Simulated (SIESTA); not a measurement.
# A series of single points on Pt

System: Pt (P6₃/mmc, 2 atoms in the cell).
Method: Kohn-Sham DFT of a periodic cell, PBEsol, PseudoDojo 0.4 standard, converted to PSML, no spin polarisation (SIESTA 5.4.2).

The 7 runs differ only in the geometry, by an even scaling of the cell at fixed fractional positions. The structure derives from a Materials Project entry.

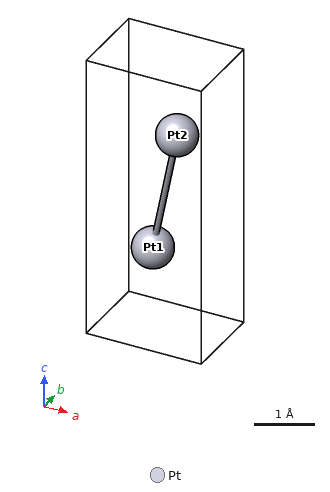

Figure 1. The structure of run 4 (ball-and-stick view of the cell of the calculation, seen slightly off an axis; atoms are numbered from 1 in the order of the input). An atom can appear more than once, as a periodic image.

## Input of run 4
```
SystemName                      Pt
SystemLabel                     Pt
NumberOfSpecies                 1
NumberOfAtoms                   2
%block ChemicalSpeciesLabel
  1  78 Pt
%endblock ChemicalSpeciesLabel

LatticeConstant                 1.0 Ang
%block LatticeVectors
     2.7606656158     0.0000000000     0.0000000000
    -1.3803328079     2.3908065546     0.0000000000
     0.0000000000     0.0000000000     4.7921340000
%endblock LatticeVectors
AtomicCoordinatesFormat         Fractional
%block AtomicCoordinatesAndAtomicSpecies
     0.3333333333     0.6666666667     0.2500000000  1  Pt
     0.6666666667     0.3333333333     0.7500000000  1  Pt
%endblock AtomicCoordinatesAndAtomicSpecies

%block kgrid.MonkhorstPack
   11   0   0  0.0
    0  11   0  0.0
    0   0   6  0.0
%endblock kgrid.MonkhorstPack
XC.Functional                   GGA
XC.Authors                      PBEsol
PAO.BasisSize                   DZP
PAO.EnergyShift                 0.003 Ry
Mesh.Cutoff                     800 Ry
OccupationFunction              FD
ElectronicTemperature           0.05 eV
MaxSCFIterations                120
SCF.MustConverge                false
SCF.Mixer.Method                Pulay
SCF.Mixer.Weight                0.25
SCF.Mixer.History               8
SCF.DM.Tolerance                5.0e-05
SCF.H.Tolerance                 1.0e-03 eV
WriteForces                     true
Charge.Mulliken                 end
%block PAO.Basis
  Pt 5
  n=5 0 2
    2.732 0.000
  n=6 0 2
    7.268 0.000
  n=5 1 2
    3.260 0.000
  n=6 1 1
    7.268
  n=5 2 2
    5.669 0.000
%endblock PAO.Basis
```

Command:
```bash
siesta Pt.fdf > Pt.out 2>&1
```

Run 5 differs from it as follows:
```diff
-     2.7606656158     0.0000000000     0.0000000000
-    -1.3803328079     2.3908065546     0.0000000000
-     0.0000000000     0.0000000000     4.7921340000
+     2.7789487024     0.0000000000     0.0000000000
+    -1.3894743512     2.4066401720     0.0000000000
+     0.0000000000     0.0000000000     4.8238709117
```

## Results, with one run withheld

```tsv
run	volume per atom (Å³)	free energy per atom, from the lowest run given (meV)	pressure (GPa)
1	14.866	11.13	8.97
2	15.182	0.00	2.51
3	15.498	0.96	−3.37
4	15.815	12.96	−8.66
5	16.131	?	?
6	16.447	64.26	−16.77
7	16.763	100.82	−20.24
```

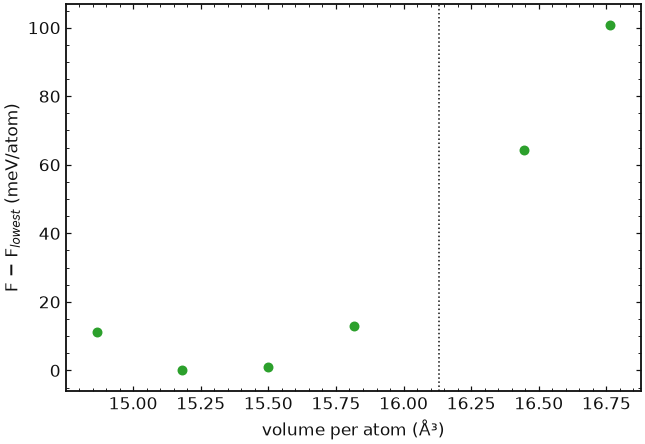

Figure 2. Free energy per atom of the runs given; the dotted line marks run 5.

Fit the runs given and predict run 5.

A cubic polynomial in V^(−2/3) (the Birch–Murnaghan form), fitted to the 6 runs given, misses them by at most 0.14 meV per atom. With x = V^(−2/3) − 0.15923 Å⁻², it reads F = 9.2277 − 6868 x + 1.1257e+06 x² + 6.2494e+06 x³ (meV per atom). At run 5 it gives 34.50 meV per atom, and the run itself gives 34.60. The slope of the fit gives a pressure −dF/dV of −13.05 GPa there, and the run prints −13.14 GPa. The two needn't agree exactly: the fit is approximate, and the printed stress is taken on a finite basis. The fit has its minimum at 15.307 Å³ per atom, where V d²F/dV² gives 289 GPa. Cell shape and fractional positions are held, so this is the stiffness under even scaling; the relaxed bulk modulus wasn't computed.

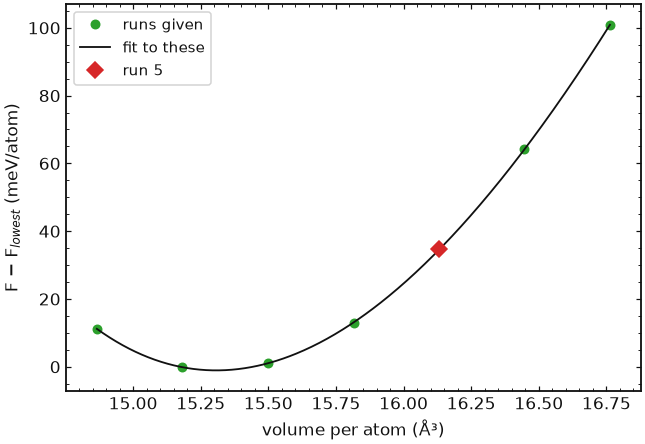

Figure 3. The fit and the withheld run.

## Some lines of the output (run 5)
```
[...]
outcell: Cell volume (Ang**3)        :     32.2617
stepf: Fermi-Dirac step function
siesta: Etot    =     -7101.595598
siesta: FreeEng =     -7101.631435
        iscf     Eharris(eV)        E_KS(eV)     FreeEng(eV)     dDmax    Ef(eV) dHmax(eV)
siesta: E_KS(eV) =            -7104.1187
siesta: E_KS - E_eggbox =     -7104.1187
siesta: Etot    =     -7104.118690
siesta: FreeEng =     -7104.157379
siesta:         Fermi =      -3.656720
siesta: Cell volume =         32.261709 Ang**3
    Orbital volume contribution        =           1.829693 eV
```

Notes: Points of doubt noted for this run: mulliken charges of long orbitals. Spin–orbit coupling is left out, which matters for Pt. With a small basis of atomic orbitals these values can differ much from converged plane-wave results.
